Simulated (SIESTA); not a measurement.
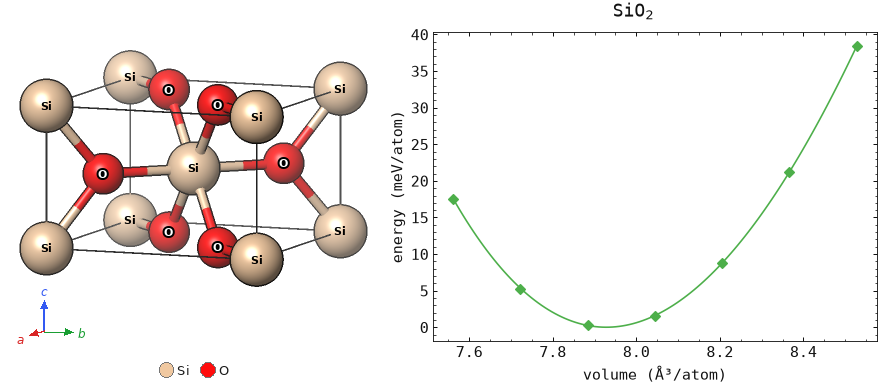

The figure shows the energy against volume for SiO₂, space group P4_2/mnm (No. 136). The conventional cell is drawn beside the plot.

Structure:
```
Si O
1.0
     4.23317    0.00000    0.00000
     0.00000    4.23317    0.00000
     0.00000    0.00000    2.69349
Si O
2 4
Cartesian
  0.0000 0.0000 0.0000
  2.1166 2.1166 1.3467
  3.4155 0.8177 1.3467
  1.2989 1.2989 0.0000
  0.8177 3.4155 1.3467
  2.9343 2.9343 0.0000
```

Method: DFT in numerical atomic orbitals with pseudopotentials, no spin polarisation; energies at scaled volumes of the given cell, shape and fractions fixed, counted from the fit's minimum, third-order Birch-Murnaghan fit (SIESTA 5.4.2). Level: PBEsol.

| setting | value |
| --- | --- |
| k mesh | 4×4×8 |
| occupations | Fermi–Dirac |
| smearing width | 0.05 eV |
| potentials | PseudoDojo 0.4 standard, converted to PSML, two zetas on semicore shells |
| program settings | basis DZP, mesh cutoff 800 Ry |

This calculation gives: equilibrium volume 7.93 Å³/atom and bulk modulus 307 GPa.

Now the level changes from PBEsol to LDA. How do these quantities change?

The equilibrium volume falls from 7.93 to 7.71 Å³/atom (−2.8 %) and the bulk modulus rises from 307 to 325 GPa (+5.9 %).

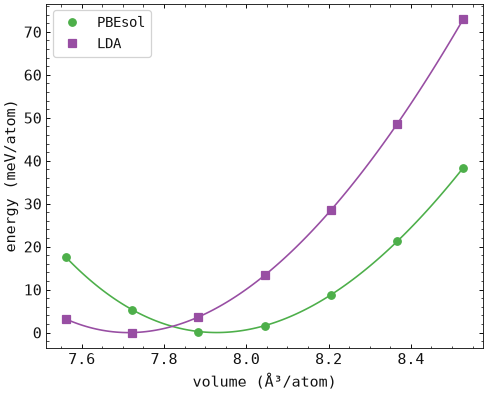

The two results together.

For both, limits of the calculation: mulliken charges of long orbitals; shape and atomic fractions are frozen while scaling, which makes layered, chain and framework solids too stiff.

V0 and the bulk modulus come from third-order Birch–Murnaghan fits.
